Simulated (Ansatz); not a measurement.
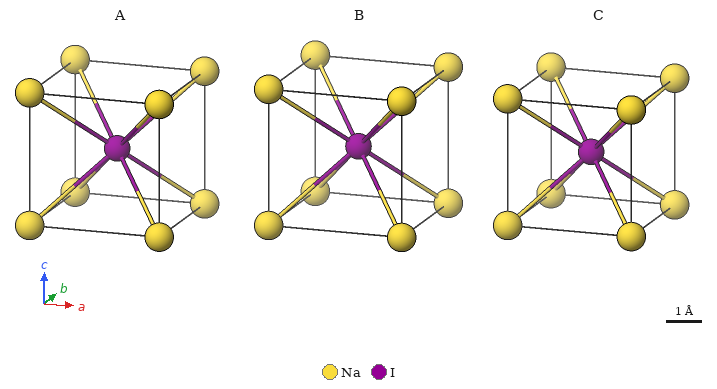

3 geometries from one relaxation of a crystal of NaI (built on the CsCl type), in shuffled order. A ball-and-stick model of the cell of the calculation, seen slightly off an axis.

Theory: DFT, PBE, plane waves, PAW (Ansatz). (plane-wave cutoff 420 eV; k-point mesh 6 × 6 × 6; occupations fermi dirac; smearing width 0.02 eV; no spin polarisation; cell and atoms relaxed; force threshold 0.005 eV/Å)

Put them in the order of the run, from the start to the converged end.

Answer. C, A, B. They are steps 0, 1, 6, at +102 meV per atom, +12.1 meV per atom relative to the last. After 4 accepted moves (6 points after the start) the energy has fallen by 102 meV per atom. All forces vanish by symmetry, so only the cell relaxes. Pressure: 6.12 GPa at the start and 0.01 GPa at the end. The SCF was repeated twice at an unchanged geometry on a basis and grid sized afresh for the cell, which shifted the energy by 0.9 meV per atom at most. No atom moves by more than 0.005 Å relative to the cell. The volume changes by +24.5 %, with a = b = c 3.777 → 4.062 Å (+7.6 %). Some distances before and after: I–Na 3.271 → 3.518 Å. The space group stays Pm-3m (No. 221). The run took about 19 core-seconds on a shared host.
